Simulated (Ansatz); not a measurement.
SnSe₂

The calculation's input:

```
crystal:
  lattice:
    - [4.112901058, 0.0, 0.0]
    - [-2.056450529, 3.5618767995, 0.0]
    - [0.0, 0.0, 5.8693322466]
  atoms:
    - { symbol: Sn, position: [0.0, 0.0, 0.5] }
    - { symbol: Se, position: [0.3333333333, 0.6666666667, 0.2121273981] }
    - { symbol: Se, position: [0.3333333333, 0.6666666667, 0.7878726019] }
basis:
  ecutwfc: 420
kpoints:
  mp_grid: { grid: [12, 12, 6] }
hamiltonian:
  xc: pbe
  dispersion: d3bj
scf:
  occupations: { method: fixed }
output:
  forces: true
  stress: true
  eigenvalues: true
  write_density: true
  write_potential: true
  elf: true
  volumetric_format: npy
relax:
  adjacent_minimum: "off"
  f_tol: 0.001
  max_steps: 60
  cell: { stress_tol: 0.01 }
```

Run with:

```sh
ansatz run input.yaml --threads 1 --pin off --max-ram 2048MiB --backend cpu --events-out ev --progress --plain --runs-dir out
```

Below, planes, directions and counts refer to the conventional cell (a = 4.11 Å, b = 4.11 Å, c = 5.87 Å, α = 90.00°, β = 90.00°, γ = 120.00°).

The fields are those of the relaxed geometry.

Space group P-6m2; a structure generated by program, which may or may not match a known phase.

Computed with Ansatz 0.2.0, DFT PBE+D3(BJ), scalar-relativistic, plane waves, PAW.

Question: Predict the valence pseudo-density and electron localisation function between the atoms.

Answer: Se–Se (2.49 Å): the density is about 0.52 e/Å³ at the midpoint; the ELF peaks at about 0.70 between the atoms.
Sn–Se (2.91 Å): ρ at the midpoint is about 0.27 e/Å³; the ELF is about 0.45 at the midpoint and 0.30 at its lowest between the atoms.

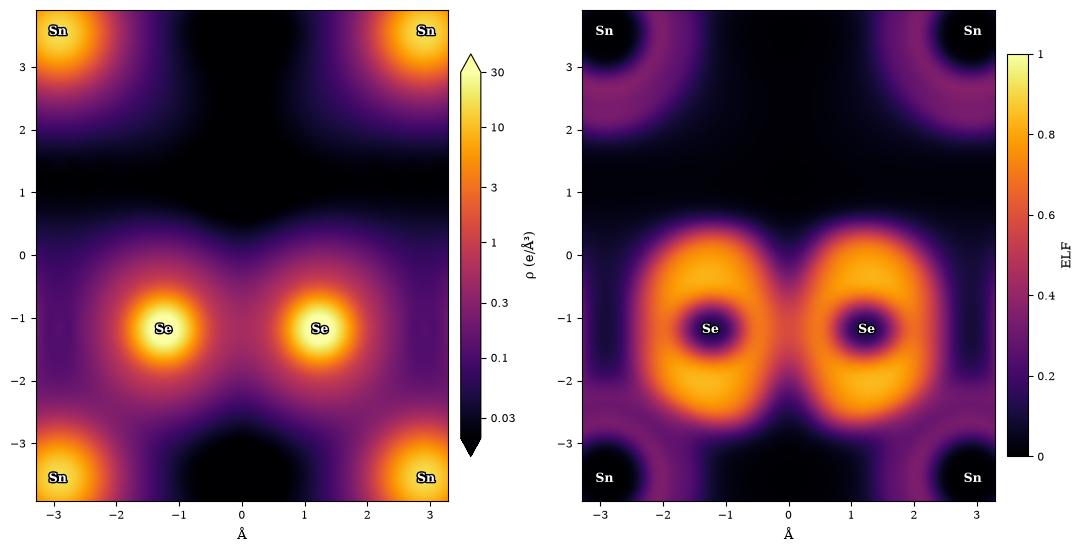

Computed valence pseudo-density and electron localisation function on the (110) plane of the conventional cell, in this order. 

Core electrons are frozen (PAW), and the valence fields are smoothed inside the atomic spheres.
